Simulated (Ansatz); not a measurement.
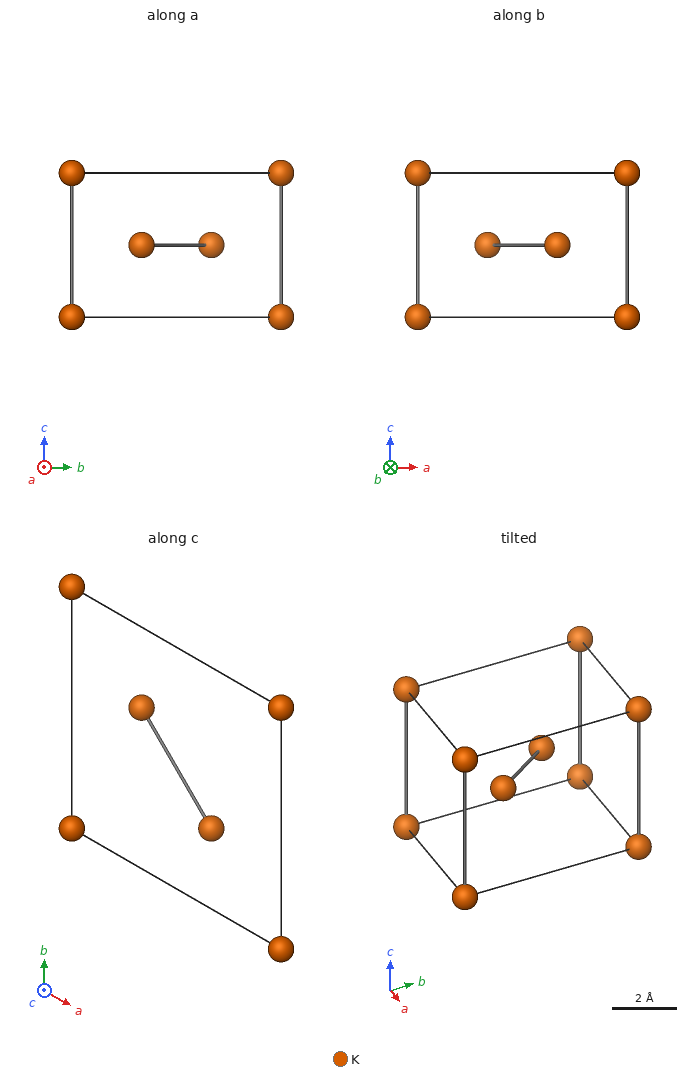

Shown here is a ball-and-stick view of the crystal, taken along the a axis, along the b axis, along the c axis and slightly off an axis. The conventional unit cell is outlined; an atom on or near a face, edge or corner is repeated at each equivalent position.

Lattice parameters: a = 7.554 Å, b = 7.554 Å, c = 4.505 Å, α = 90.00°, β = 90.00°, γ = 120.00°. Put a along x and b in the xy plane.

Express the structure as a POSCAR file.

```
K
1.0
     7.554    0.000    0.000
    -3.777    6.542    0.000
     0.000    0.000    4.505
K
3
Direct
  0.0000 0.0000 0.0000
  0.3333 0.6667 0.5000
  0.6667 0.3333 0.5000
```

The cell started as a structure type filled with this element by a generator (whether the element takes this form wasn't checked). Earlier steps of the study may have refined or changed the cell and positions. Ansatz was used for an electronic-structure calculation on it.
